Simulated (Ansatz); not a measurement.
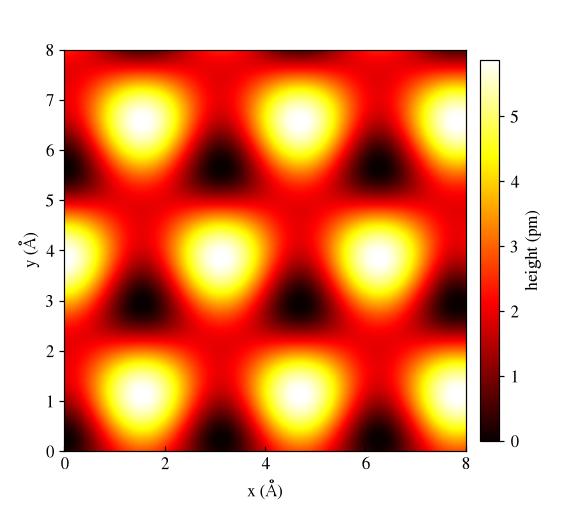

Simulated STM image (constant-current image at a set point of 5.8 × 10⁻⁷ e/Å³, sample bias −2.90 V).

Model: Tersoff–Hamann, s-wave tip, no tip–sample forces. Zero bias is put in the middle of the gap by convention. Bias windows are sharp sums over the levels of the k mesh.

**Read the surface lattice from the image: type, spacings and angle.**

The pattern repeats on a hexagonal lattice with shortest vectors of 3.2 Å at 60° (or 120°), a cell of 8.6 Å², with 1 maximum above 60 % of the range in each cell.

The surface:

Monolayer MoS2. The brightest spots lie over the top S atoms; the darkest points are over the sites above the Mo atoms 1.6 Å below the top plane. So weak a contrast (6 pm) depends on the k-mesh and on the tip.

Method: Ansatz 0.2.0, DFT PBE+D3(BJ), scalar-relativistic, plane waves, PAW. Cutoff 420 eV, 30 × 30 k-points, Gaussian smearing 0.05 eV, dipole correction. No spin polarisation.
